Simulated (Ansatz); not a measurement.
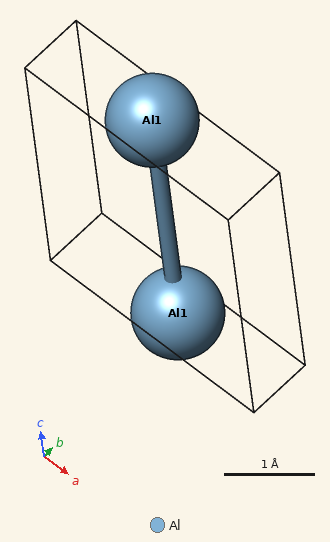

Fig. 1: The structure (ball-and-stick view of the cell of the calculation, seen slightly off an axis; atoms are numbered from 1 in the order of the input).

# Al: one change and its effect

System: Al (1 atom in the cell).
Method of the first run: DFT PBE, scalar-relativistic, plane waves, PAW, no spin polarisation (Ansatz 0.2.0).

The structure was made by a generator, so it may or may not be a known phase. Text and figures count atoms from 1; the logs count them from 0 in places.

**The input, the first run**
```yaml
crystal:
  lattice:
    - [-1.4291171068, 1.4289523621, 2.02020349]
    - [1.4291171068, -1.4289523621, 2.02020349]
    - [1.4291171068, 1.4289523621, -2.02020349]
  atoms:
    - { symbol: Al, position: [0.5, 0.5, 0.0] }
basis:
  ecutwfc: 420
kpoints:
  mp_grid: { grid: [26, 26, 26] }
  band_path:
    path:
      - [[0.0, 0.0, 0.0], [-2.882e-05, 2.882e-05, 0.5], [0.24997118, 0.25002882, 0.25], [-1.441e-05, 0.50001441, 1.441e-05], [0.0, 0.0, 0.0], [0.5, 0.5, -0.5], [0.37508647, 0.62491353, -0.37508647]]
      - [[-0.37511529, 0.37511529, 0.37511529], [0.0, 0.0, 0.0]]
      - [[-2.882e-05, 2.882e-05, 0.5], [-0.25021617, 0.25021617, 0.50001442]]
      - [[0.4999856, 0.5000144, -0.25018735], [0.5, 0.5, -0.5]]
    npoints: 14
hamiltonian:
  xc: pbe
scf:
  occupations: { method: gaussian, width: 0.1 }
  n_extra_bands: 6
output:
  forces: true
  stress: true
  eigenvalues: true
  populations: true
  dos: { projected: true, de: 0.02, nscf_kmesh: { grid: [32, 32, 32] } }
  bader: true
  write_density: true
  write_potential: true
  elf: true
  volumetric_format: npy
```

Command:
```bash
ansatz run input.yaml --threads 1 --pin off --max-ram 2560MiB --backend cpu --events-out ev --progress --plain --runs-dir out
```

Hardware: 1 thread of Arm Neoverse V2, 24 GiB of memory available, shared host.

**Output, shortened to warnings, some set-up lines, iterations and results (the first run)**
```
Basis set: ecut = 420 eV, 331 PW (Γ), exchange–correlation on 40×40×40 points (8 copies of the dense FFT grid, shifted against one another)
Symmetry: 8 space group operations
k-points: 2471 of 17576
Initial density: superposition of atomic densities (neutral atoms: chi_scale 0, normalization atom), corrected by the library's trained network
[...]
SCF iter   1: F=—  HF=-537.504668 eV  |F-HF|=—  |Δ(HF+E_count)|=         —  Δρ=4.61e-4  dr2=1.01e-5  ethr=1.77e-3  ⟨swp⟩=4.6  Hψ=151367  notcnv=0  defer=72
SCF iter   2: F=—  HF=-537.504707 eV  |F-HF|=—  |Δ(HF+E_count)|=   3.87e-5  Δρ=2.35e-4  dr2=2.51e-6  ethr=3.38e-7  ⟨swp⟩=2.1  Hψ=42926  notcnv=0  defer=128
SCF iter   3: F=-537.504717 eV  HF=-537.504717 eV  |F-HF|=1.46e-8  |Δ(HF+E_count)|=   1.03e-5  Δρ=1.71e-5  dr2=5.17e-8  ethr=8.38e-8  ⟨swp⟩=2.0  Hψ=19070  notcnv=0  defer=128
SCF iter   4: F=-537.504717 eV  HF=-537.504717 eV  |F-HF|=2.02e-9  |Δ(HF+E_count)|=   1.10e-8  Δρ=5.84e-6  dr2=6.48e-9  ethr=1.72e-9  ⟨swp⟩=1.0  Hψ=15369  notcnv=0  defer=128
SCF iter   5: F=-537.504717 eV  HF=-537.504717 eV  |F-HF|=2.58e-11  |Δ(HF+E_count)|=   1.81e-9  Δρ=5.98e-7  dr2=7.10e-11  ethr=2.16e-10  ⟨swp⟩=1.0  Hψ=15369  notcnv=0  …
SCF iter   6: F=-537.504717 eV  HF=-537.504717 eV  |F-HF|=1.36e-12  |Δ(HF+E_count)|=  1.59e-11  Δρ=1.45e-7  dr2=4.15e-12  ethr=2.37e-12  ⟨swp⟩=5.4  Hψ=84558  notcnv=0
SCF 1 converged in 6 iterations: F = -537.504717 eV  dr2 = 4.15e-12
NSCF: frozen V_eff on 130 k-points
NSCF: frozen V_eff on 4505 k-points
SCF converged after 6 iterations
Free energy (F): -537.504717 eV
Harris-Foulkes:  -537.504717 eV  (|F-HF|=1.36e-12)
Internal energy: -537.502766 eV  (E = F + TS)
E sigma→0 (E₀):  -537.503742 eV
Entropy (-TS):   -0.001952 eV (-1.952 meV/atom)
Fermi energy:    7.952924 eV
--- Per-component energies (eV) ---
  E_band       = 10.564942
  E_kinetic    = 22.761132
  E_local      = 9.894419  (includes V_loc(G=0)·N_el)
  E_nonlocal   = 10.314984
  E_hartree    = 0.103973
  E_xc         = -39.730070
  E_vxc        = -28.954814  (∫ρ·V_xc dr)
  E_paw        = -467.335405  (= ΣΔE_a)
  E_vpaw       = -3.658723  (= ΣTr[D̂ρ^β])
  E_aug_tail   = -0.000002  (compensation charges beyond the density's cutoff)
  E_ewald      = -73.511796
  E_smearing   = -0.001952  (= −TS)
  E_closure    = 0.000000  (closes the sum)
  Σ components = -537.504717   (vs F -537.504717, Δ=0.00e0)
--- Forces (eV/Å), atoms counted from 1 ---
  atom   1  Al     0.00000000     0.00000000     0.00000000
  max |Σ_I F_I| component: 0.00e0 eV/Å
--- Stress (GPa, compression-positive) ---
       -0.042007       0.000000       0.000000
        0.000000      -0.032129       0.000000
        0.000000       0.000000      -0.021978
  P = ⅓ Tr σ = -0.0320 GPa (-0.320 kbar)
--- Löwdin populations: 1 site ---
  site symbol       q [e]
     0     Al      2.9563
  spilling = 0.014571 (of n_electrons = 3.000000)
--- Bader charges: 1 site ---
  site symbol  charge [e]  shift [e]
     0     Al      0.0000     0.0000
  estimated error of the sums over rays = 9.7e-8 e
```

The input of the second run differs as follows (lines with − go, lines with + come):
```diff
-  xc: pbe
+  xc: lda
```

What does this change do to the results?

The total energies belong to different methods, so their difference says nothing on which is more stable or more accurate. The pressure goes from −0.03 to −3.28 GPa. The functional changes from PBE to LDA. Along LDA, PBEsol, PBE and RPBE the binding weakens and the preferred volume grows, so the same cell is under more pressure with the later ones. The number of SCF iterations is the same.

**Output, shortened to warnings, some set-up lines, iterations and results (the second run)**
```
Basis set: ecut = 420 eV, 331 PW (Γ)
Symmetry: 8 space group operations
k-points: 2471 of 17576
Initial density: superposition of atomic densities (neutral atoms: chi_scale 0, normalization atom), corrected by the library's trained network
[...]
SCF iter   1: F=—  HF=-512.873277 eV  |F-HF|=—  |Δ(HF+E_count)|=         —  Δρ=3.34e-3  dr2=1.76e-3  ethr=1.77e-3  ⟨swp⟩=4.7  Hψ=156683  notcnv=0  defer=38
SCF iter   2: F=—  HF=-512.872679 eV  |F-HF|=—  |Δ(HF+E_count)|=   5.98e-4  Δρ=1.50e-3  dr2=3.43e-4  ethr=5.88e-5  ⟨swp⟩=1.0  Hψ=39536  notcnv=0  defer=39
SCF iter   3: F=—  HF=-512.872544 eV  |F-HF|=—  |Δ(HF+E_count)|=   1.34e-4  Δρ=5.05e-5  dr2=2.26e-7  ethr=1.14e-5  ⟨swp⟩=1.7  Hψ=17811  notcnv=0  defer=39
SCF iter   4: F=—  HF=-512.872544 eV  |F-HF|=—  |Δ(HF+E_count)|=   2.37e-7  Δρ=5.14e-6  dr2=4.14e-9  ethr=7.52e-9  ⟨swp⟩=1.4  Hψ=16709  notcnv=0  defer=39
SCF iter   5: F=-512.872544 eV  HF=-512.872544 eV  |F-HF|=3.64e-12  |Δ(HF+E_count)|=   1.73e-9  Δρ=2.92e-7  dr2=6.56e-12  ethr=1.38e-10  ⟨swp⟩=2.0  Hψ=19047  notcnv=0  …
SCF iter   6: F=-512.872544 eV  HF=-512.872544 eV  |F-HF|=1.14e-13  |Δ(HF+E_count)|=  4.66e-12  Δρ=2.38e-8  dr2=7.92e-14  ethr=1.00e-12  ⟨swp⟩=6.1  Hψ=88264  notcnv=0
SCF 1 converged in 6 iterations: F = -512.872544 eV  dr2 = 7.92e-14
NSCF: frozen V_eff on 130 k-points
NSCF: frozen V_eff on 4505 k-points
SCF converged after 6 iterations
Free energy (F): -512.872544 eV
Harris-Foulkes:  -512.872544 eV  (|F-HF|=1.14e-13)
Internal energy: -512.870605 eV  (E = F + TS)
E sigma→0 (E₀):  -512.871575 eV
Entropy (-TS):   -0.001940 eV (-1.940 meV/atom)
Fermi energy:    7.743991 eV
--- Per-component energies (eV) ---
  E_band       = 9.991368
  E_kinetic    = 22.831543
  E_local      = 9.263337  (includes V_loc(G=0)·N_el)
  E_nonlocal   = 10.950331
  E_hartree    = 0.100664
  E_xc         = -39.325855
  E_vxc        = -29.285660  (∫ρ·V_xc dr)
  E_paw        = -443.234540  (= ΣΔE_a)
  E_vpaw       = -3.969505  (= ΣTr[D̂ρ^β])
  E_aug_tail   = -0.000004  (compensation charges beyond the density's cutoff)
  E_ewald      = -73.511796
  E_core_change = 0.055717  (= ΣΔE_core)
  E_smearing   = -0.001940  (= −TS)
  E_closure    = 0.000000  (closes the sum)
  Σ components = -512.872544   (vs F -512.872544, Δ=0.00e0)
--- Forces (eV/Å), atoms counted from 1 ---
  atom   1  Al     0.00000000     0.00000000     0.00000000
  max |Σ_I F_I| component: 1.97e-31 eV/Å
--- Stress (GPa, compression-positive) ---
       -3.293696       0.000000       0.000000
        0.000000      -3.284865       0.000000
        0.000000       0.000000      -3.274751
  P = ⅓ Tr σ = -3.2844 GPa (-32.844 kbar)
--- Löwdin populations: 1 site ---
  site symbol       q [e]
     0     Al      2.9588
  spilling = 0.013746 (of n_electrons = 3.000000)
--- Bader charges: 1 site ---
  site symbol  charge [e]  shift [e]
     0     Al      0.0000     0.0000
  estimated error of the sums over rays = 1.1e-7 e
```

**The two runs side by side**

```tsv
quantity	the first run	the second run
outcome	converged	converged
free energy per atom (eV)	−537.5047	−512.8725
energy per atom, smearing taken to zero (eV)	−537.5037	−512.8716
gap on the mesh (eV)	0.00	0.00
pressure (GPa)	−0.03	−3.28
largest force (eV/Å)	0.000	0.000
SCF iterations	6	6
irreducible k-points	2471	2471
plane waves at Γ	331	331
wall time (shared host)	33 s	33 s
```
